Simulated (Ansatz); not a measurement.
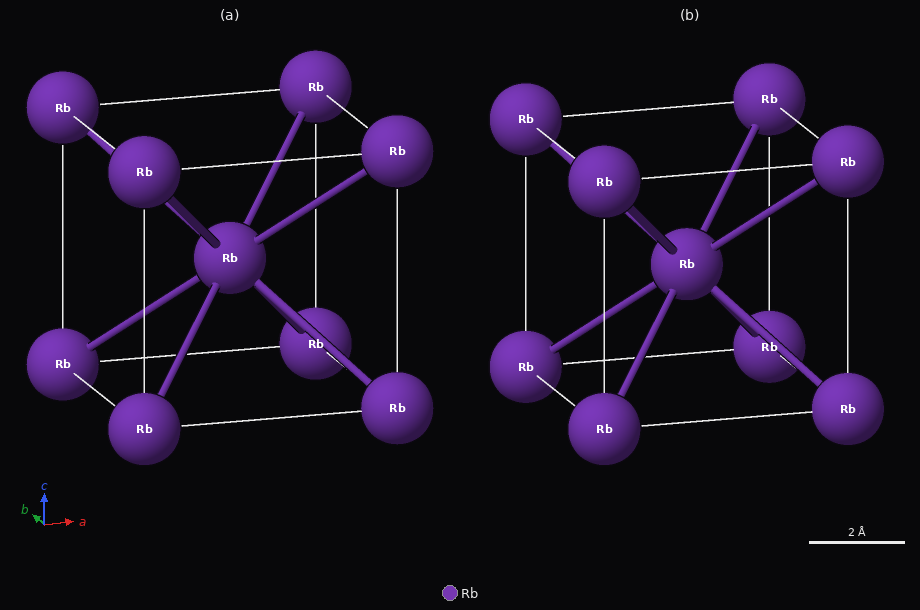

Left: a symmetric starting cell of Rb. Right: the same structure after one change, at the same scale. A ball-and-stick model of the conventional cell (2 times the calculation's cell), seen slightly off an axis. Lengths and directions refer to the drawn axes.

These are results of DFT PBE, scalar-relativistic, plane waves, PAW in Ansatz 0.2.0, not measurements. Settings: plane-wave cutoff 420 eV; k-point mesh 10 × 10 × 10; occupations gaussian; smearing width 0.1 eV; no spin polarisation.

**What distinguishes the right structure from the left one?**

All lengths are scaled by −3.7 % (volume −10.7 %), the atoms keeping their fractional coordinates. No relaxation follows. The starting cell wasn't computed here and needn't be at equilibrium, so pressure and forces aren't due to the change alone.

**How do the computed properties respond?**

The pressure is 0.5 GPa (not all of it need come from the change, since the unchanged cell can be under pressure at this level too). All forces vanish by symmetry. Some distances before and after: Rb–Rb 4.860 → 4.681 Å. The space group stays Im-3m (No. 229).
